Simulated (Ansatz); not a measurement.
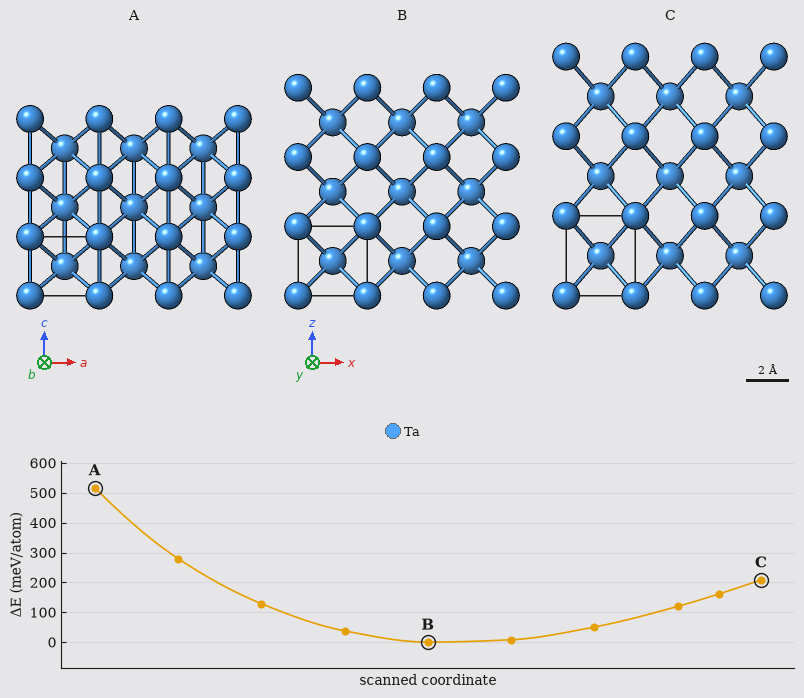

Frames of a one-coordinate scan of crystalline Ta (Im-3m). x, y and z are the Cartesian axes of the input. A ball-and-stick model of the conventional cell (2 times the calculation's cell), repeated 3 × 2 × 3 with one cell outlined, seen along the b axis. Lengths and directions refer to the drawn axes.

All numbers below come from DFT PBE, scalar-relativistic, plane waves, PAW (Ansatz 0.2.0). (plane-wave cutoff 420 eV; k-point mesh 20 × 20 × 20; occupations gaussian; smearing width 0.15 eV; no spin polarisation). Energies (free energies at the smearing named) are counted from the cell as listed in its source, which wasn't relaxed.

Which coordinate changes from frame to frame?

The cell is strained along z alone, with the atoms kept at their fractional coordinates. In the frames the strain is −0.15 (A), 0.00 (B), 0.15 (C). Of the computed points the lowest is at the strain 0.00, 0 meV/atom. At the ends of the scan the energy is 517 meV/atom (−0.15) and 209 meV/atom (0.15). The unrelaxed reference is under a pressure of 3.1 GPa, which tilts the curve. The distortion takes the space group from Im-3m to I4/mmm. At the strain −0.15 the cell of the drawing goes c 3.303 → 2.807 Å.
